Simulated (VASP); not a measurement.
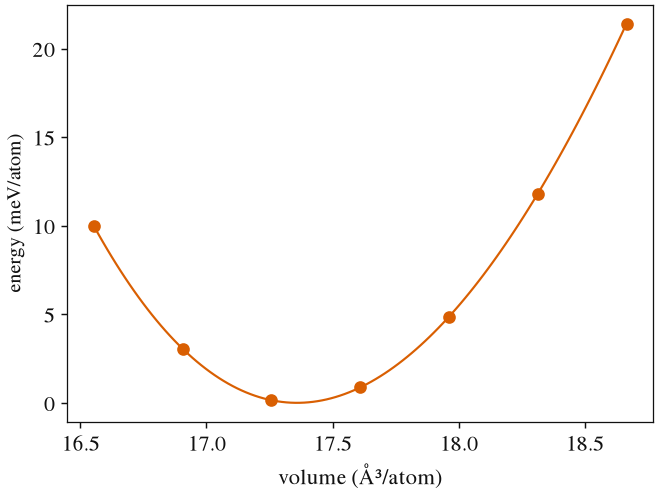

Plotted: energy against volume.

Method: plane-wave DFT, no spin polarisation; energies at scaled volumes of the given cell, shape and fractions fixed, counted from the fit's minimum, third-order Birch-Murnaghan fit (VASP 6.6.1). Level: PBEsol.

Q: For which of these solids was it computed?
A. PbO, P4/nmm (No. 129)
B. Sb, R-3m (No. 166)
C. MgS, Fm-3m (No. 225)

A: C, MgS: energy from 0.14 meV/atom to 21.42 meV/atom, V0 17.36 Å³/atom, B0 78.9 GPa. The others give: Sb, energy from 0.07 meV/atom to 24.78 meV/atom, V0 30.31 Å³/atom, B0 58 GPa; PbO, energy from 0.34 meV/atom to 21.59 meV/atom, V0 19.78 Å³/atom, B0 83.8 GPa.

For PbO, limits of the calculation: spin-orbit coupling left out, heavy elements; shape and atomic fractions are frozen while scaling, which makes layered, chain and framework solids too stiff.

For Sb, limits of the calculation: shape and atomic fractions are frozen while scaling, which makes layered, chain and framework solids too stiff.
